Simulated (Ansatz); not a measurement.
## Electronic structure of CuO in real space

```cif
data_structure
_symmetry_space_group_name_H-M 'P 1'
_symmetry_Int_Tables_number 1
_cell_length_a 2.8955
_cell_length_b 5.0881
_cell_length_c 6.4665
_cell_angle_alpha 90.008
_cell_angle_beta 116.385
_cell_angle_gamma 90.009
_cell_volume 85.35
loop_
_atom_site_label
_atom_site_type_symbol
_atom_site_fract_x
_atom_site_fract_y
_atom_site_fract_z
_atom_site_occupancy
Cu1 Cu 0.24998 0.00000 0.24999 1
Cu2 Cu 0.74998 0.00000 0.74999 1
Cu3 Cu 0.00004 0.50000 0.50000 1
Cu4 Cu 0.50001 0.50000 0.00000 1
O1 O 0.74998 0.74973 0.25005 1
O2 O 0.24998 0.74973 0.75005 1
O3 O 0.75001 0.25027 0.24996 1
O4 O 0.25001 0.25027 0.74996 1
```

Space group Cccm.

All numbers below come from Kohn-Sham DFT of a periodic cell, PBEsol, Ansatz PAW (Ansatz 0.2.0).

In a PAW calculation such maps are meaningful between the atoms, not at the nuclei.

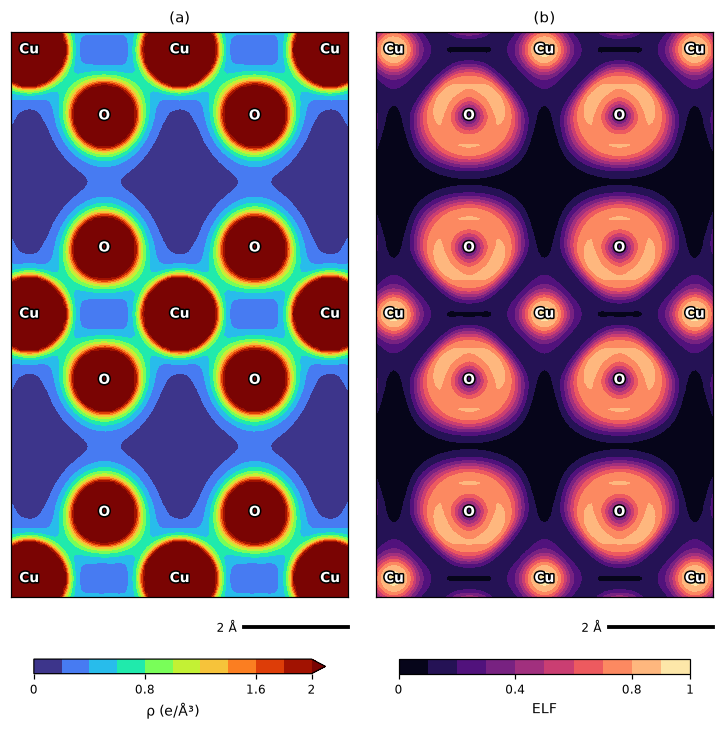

Figure 1. (a) valence pseudo-density; (b) electron localisation function on the (001) plane of the calculation cell.

**Describe what can be read from this map.**

Atoms in the plane: Cu and O.
Cu–O (1.93 Å): the density is about 0.69 e/Å³ at the midpoint; the ELF peaks at about 0.85 in the valence shell of O, 0.6 Å from its nucleus, and is about 0.20 at the midpoint (no shared electron pair shows on this line).
Between the atoms the lowest density in this plane is 0.03 e/Å³.
The features right at Cu lie inside the PAW spheres, where the map follows smoothed inner orbitals and isn't to be read closely.

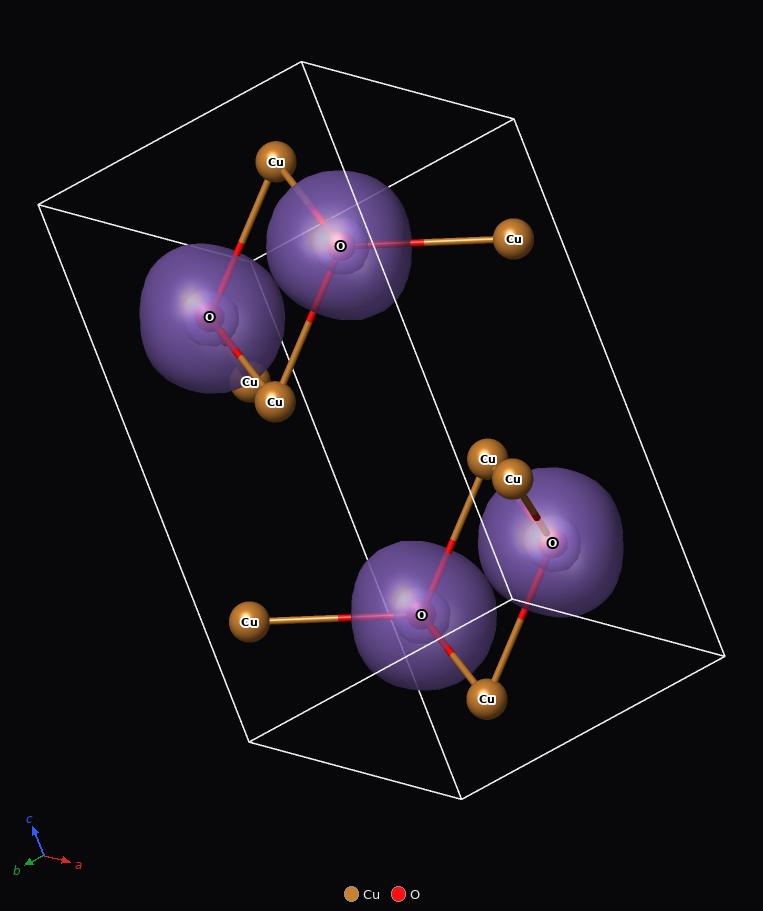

Figure 2. Isosurface of the electron localisation function at 0.65 (purple), seen at an oblique angle. Only the valence region is drawn (cores and ρ < 0.01 e/Å³ removed). Sticks mark near contacts.

**Identify the bonds, lone pairs and shells in this picture.**

The ELF exceeds this value in four regions wrapped around O (the valence shell of each), counted in one cell of 8 atoms. Any copies at cell faces, edges or corners count once.

**Metal or insulator at this level of theory?**

It is gapless in this calculation (a metal or semimetal); semilocal functionals without U, or without the true magnetic order, often close the gap of such compounds.
